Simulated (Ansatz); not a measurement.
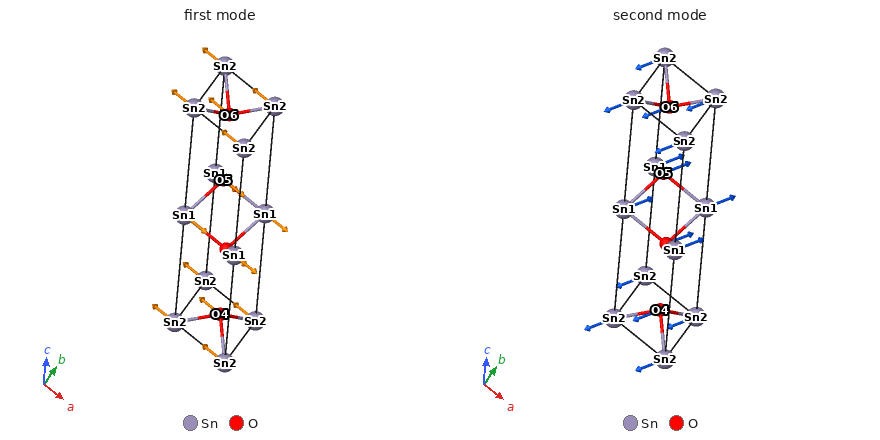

The system is SnO2 (P6_3/mmc, No. 194; 6 atoms in the cell); the picture shows the reference structure; its two panels give the patterns of the first and the second mode as arrows. The energy is mapped over two normal modes frozen in (zone-centre modes of the 6-atom cell of this scan). First axis: amplitude of mode 1 (21i cm⁻¹), largest displacement. Second axis: amplitude of mode 2 (21i cm⁻¹), largest displacement. Nothing is relaxed (the cell and all other modes fixed). The scan uses a 7 × 7 grid; 16 points were computed and 33 follow by symmetry. Points are written as (first, second). Energies are in meV per cell, from the relaxed high-symmetry cell. Method: DFT PBE+D3(BJ), scalar-relativistic, plane waves, PAW in Ansatz 0.2.0. Settings: cutoff 520 eV, k-mesh 12×12×4 in the order of the run's cell vectors, gaussian smearing 0.05 eV, no spin polarisation.

Its coordinates:

```xyz
6
Lattice="3.2113 0.0000 0.0000 -1.6056 2.7811 0.0000 0.0000 0.0000 10.3367" Properties=species:S:1:pos:R:3 pbc="T T T"
Sn    0.0000    0.0000    5.1683
Sn    0.0000    0.0000    0.0000
O     1.6056    0.9270    4.1538
O     1.6056    0.9270    1.0145
O     0.0000    1.8540    6.1829
O     0.0000    1.8540    9.3222
```

The input of one point:

```yaml
crystal:
  lattice:
    - [3.2112908149, 0.0, 0.0]
    - [-1.6056454074, 2.7810594246, 0.0]
    - [0.0, 0.0, 10.3366770592]
  atoms:
    - { symbol: Sn, position: [-0.270030257, -0.1501055664, 0.5] }
    - { symbol: Sn, position: [0.270030257, 0.1501055664, 0.0] }
    - { symbol: O, position: [0.3932420504, 0.1813408961, 0.4018520904] }
    - { symbol: O, position: [0.9400912829, 0.4853257706, 0.0981479096] }
    - { symbol: O, position: [0.0599087171, 0.5146742294, 0.5981479096] }
    - { symbol: O, position: [0.6067579496, 0.8186591039, 0.9018520904] }
basis:
  ecutwfc: 520.0
kpoints:
  mp_grid: { grid: [12, 12, 4] }
hamiltonian:
  xc: pbe
  pseudopotentials: { kind: paw, azcp: { folder: soft_1 } }
  dispersion: d3bj
scf:
  occupations: { method: gaussian, width: 0.05 }
output:
  forces: true
  stress: true
  eigenvalues: true
  write_density: true
  write_potential: true
  elf: true
  volumetric_format: npy
```

Range: amplitude of mode 1 (21i cm⁻¹), largest displacement from −0.634 to 0.634 Å; amplitude of mode 2 (21i cm⁻¹), largest displacement from −0.634 to 0.634 Å.

Question: What landscape does the calculation give?

Answer: The lowest grid point is at (−0.634 Å, −0.423 Å), −65.5 meV from the relaxed high-symmetry cell. It lies at the edge of the scanned range, so the true minimum may lie outside. The reference structure, at (0.000 Å, 0.000 Å), is a maximum of this map. Relaxing all atoms from the lowest point lowers the energy by a further 5.6 meV. The highest grid point, (0.000 Å, 0.000 Å), lies 65.5 meV above the lowest. The reference (P6_3/mmc) is not the lowest structure on this map: a distortion lowers the energy (space group P2_1 at the lowest grid point). The gap on the k-mesh is 2.2 eV at the lowest point and runs from 2.1 to 2.2 eV over the map.

```tsv
second ↓, first →	−0.634	−0.423	−0.211	0.000	0.211	0.423	0.634
0.634	−64.0	−61.5	−58.5	−57.2	−58.5	−61.5	−64.0
0.423	−65.5	−53.3	−39.8	−34.0	−39.8	−53.3	−65.5
0.211	−59.3	−40.1	−19.1	−10.1	−19.1	−40.1	−59.3
0.000	−55.5	−33.9	−10.1	0.0	−10.1	−33.9	−55.5
−0.211	−59.3	−40.1	−19.1	−10.1	−19.1	−40.1	−59.3
−0.423	−65.5	−53.3	−39.8	−34.0	−39.8	−53.3	−65.5
−0.634	−64.0	−61.5	−58.5	−57.2	−58.5	−61.5	−64.0
```

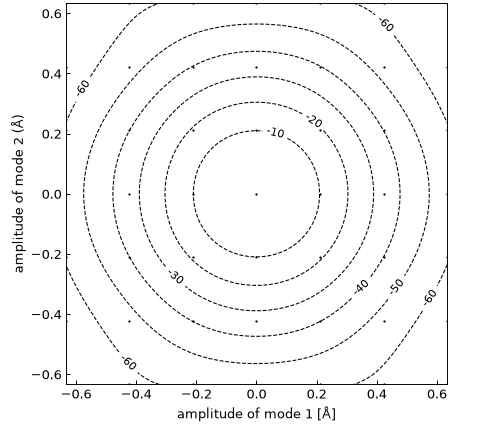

In the figure: contour lines labelled in meV, dots at the grid points. Between grid points the surface is interpolated.

Each point was launched as `ansatz run input.yaml --threads 2 --pin off --max-ram 4096MiB --backend cpu --events-out ev --progress --plain --runs-dir out`. Time for the 16 points that were run: 18 min on 2 threads of Arm Neoverse N1, on a shared host.
